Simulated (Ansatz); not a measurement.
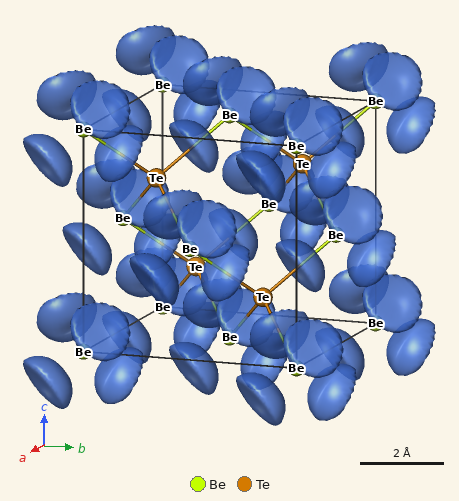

Figure 1: BeTe. Isosurface of the electron localisation function at 0.7 (blue), seen slightly off an axis. Only the valence region is drawn (cores and ρ < 0.01 e/Å³ removed). Sticks mark near contacts.

Space group F-43m; changed on purpose from its base cell (strained and moved within the space group); computed pressure about 7 GPa in this cell.

Method: DFT PBE, scalar-relativistic, plane waves, PAW (Ansatz 0.2.0).

Input

```
crystal:
  lattice:
    - [0.0, 2.7422169, 2.7422169]
    - [2.7422169, 0.0, 2.7422169]
    - [2.7422169, 2.7422169, 0.0]
  atoms:
    - { symbol: Be, position: [0.0, 0.0, 0.0] }
    - { symbol: Te, position: [0.75, 0.75, 0.75] }
basis:
  ecutwfc: 420
kpoints:
  mp_grid: { grid: [8, 8, 8] }
hamiltonian:
  xc: pbe
scf:
  occupations: { method: gaussian, width: 0.02 }
output:
  forces: true
  stress: true
  eigenvalues: true
  populations: true
  write_density: true
  write_potential: true
  elf: true
  volumetric_format: npy
```

Command:

```sh
ansatz run input.yaml --threads 1 --pin off --max-ram 1331MiB --backend cpu --events-out ev --progress --plain --runs-dir out
```

Below, planes, directions and counts refer to the conventional cell (a = 5.48 Å, b = 5.48 Å, c = 5.48 Å, α = 90.00°, β = 90.00°, γ = 90.00°).

> Where are the electrons localised?

At this value the surface marks out 16 regions between bonded Be–Te atoms (shared pairs), counted in one cell of 8 atoms. Regions shared between cells count once. Along the contacts the grid gives the following. Be–Te (2.37 Å): the ELF peaks at about 0.90 between the atoms: localised, covalent bonding.
